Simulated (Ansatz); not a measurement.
System: Sn (cell with a defect).

```
CELL_PARAMETERS angstrom
-3.48108 6.96216 -4.61865
3.48108 -6.96216 -4.61865
-6.96216 -3.48108 4.61865
ATOMIC_POSITIONS crystal
Sn 0.55111 0.86201 0.88215
Sn 0.84889 0.93799 0.31785
Sn 0.09969 0.69243 0.79212
Sn 0.26896 0.75111 0.48910
Sn 0.39867 0.78442 0.18309
Sn 0.66201 0.57986 0.71090
Sn 0.81558 0.59867 0.41425
Sn 0.95000 0.65000 0.10000
Sn 0.02014 0.33104 0.88215
Sn 0.20000 0.40000 0.60000
Sn 0.37986 0.46896 0.31785
Sn 0.49243 0.50031 0.99274
Sn 0.58442 0.20133 0.78575
Sn 0.73799 0.22014 0.48910
Sn 0.90757 0.29969 0.20726
Sn 0.13104 0.04889 0.71090
Sn 0.30031 0.10757 0.40788
Sn 0.45000 0.15000 0.10000
Sn 0.00133 0.01558 0.01691
```

These are results of DFT PBE, scalar-relativistic, plane waves, PAW in Ansatz 0.2.0, not measurements.

> Predict the valence pseudo-density and electron localisation function between the atoms.

Sn–Sn (3.36 Å): ρ at the midpoint is about 0.14 e/Å³; the ELF is about 0.35 at the midpoint.
Sn–Sn (3.36 Å): ρ is about 0.14 e/Å³ halfway; the ELF is about 0.35 at the midpoint.

> Does the calculation give a band gap?

It is gapless in this calculation (a metal or semimetal).

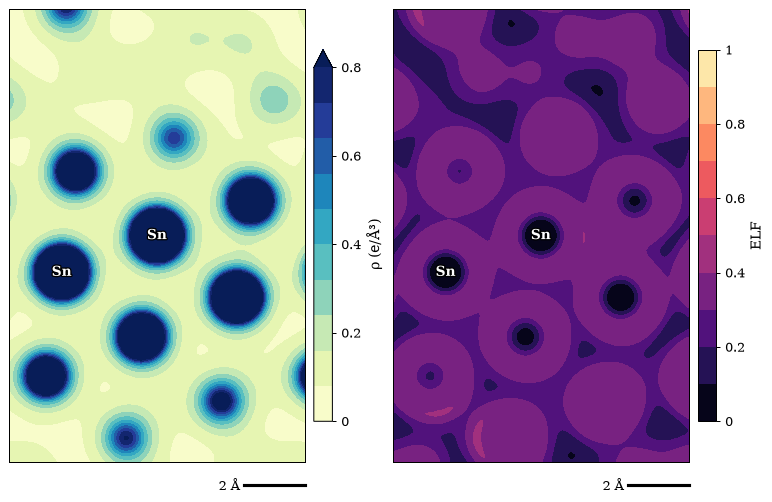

Computed valence pseudo-density and electron localisation function on the (101) plane of the calculation cell, in this order. Atoms just off the plane (Sn, 0.3 Å away) can leave unmarked features too.

Core electrons are frozen (PAW), and the valence fields are smoothed inside the atomic spheres.
